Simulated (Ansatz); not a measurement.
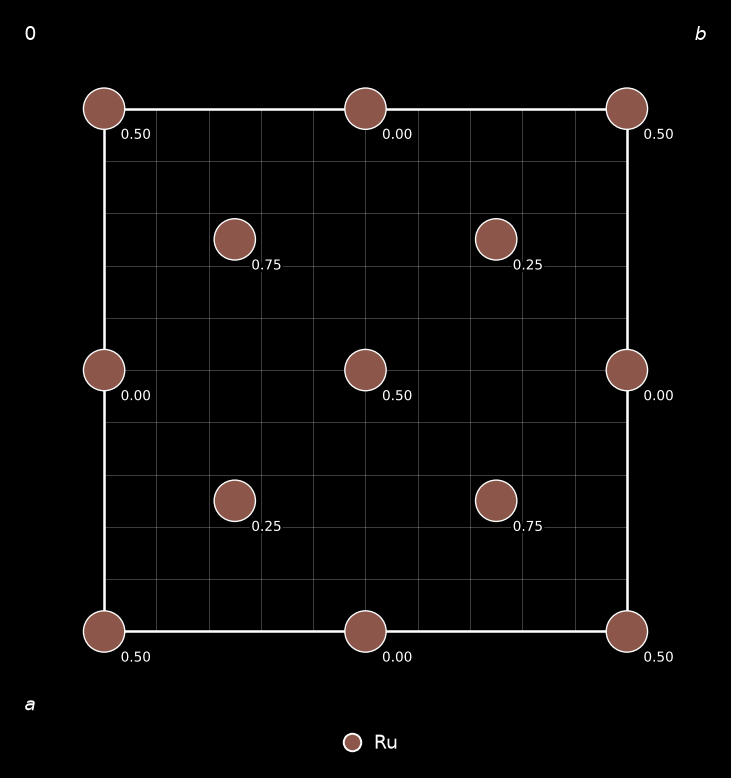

Plan of a unit cell projected along c (a down the page, b across); the numbers are heights as fractions of c, and atoms on the cell's edges are repeated. The grid marks tenths of a and b. Source: the input geometry of an electronic-structure calculation (not necessarily at equilibrium); the starting structure was generated, so it need not be a known form of this composition. The drawing is computed from the coordinates (standard cell, symmetry found to 0.002 Å).

a = 5.413 Å, b = 5.413 Å, c = 5.413 Å, α = 90.00°, β = 90.00°, γ = 90.00°.

What does the cell contain?

8 Ru: Ru, Z = 8.

Give the fractional coordinates of all atoms, to two places.

| atom | x | y | z |
| --- | --- | --- | --- |
| Ru | 0.75 | 0.75 | 0.75 |
| Ru | 0.00 | 0.50 | 0.00 |
| Ru | 0.75 | 0.25 | 0.25 |
| Ru | 0.00 | 0.00 | 0.50 |
| Ru | 0.25 | 0.75 | 0.25 |
| Ru | 0.50 | 0.50 | 0.50 |
| Ru | 0.25 | 0.25 | 0.75 |
| Ru | 0.50 | 0.00 | 0.00 |
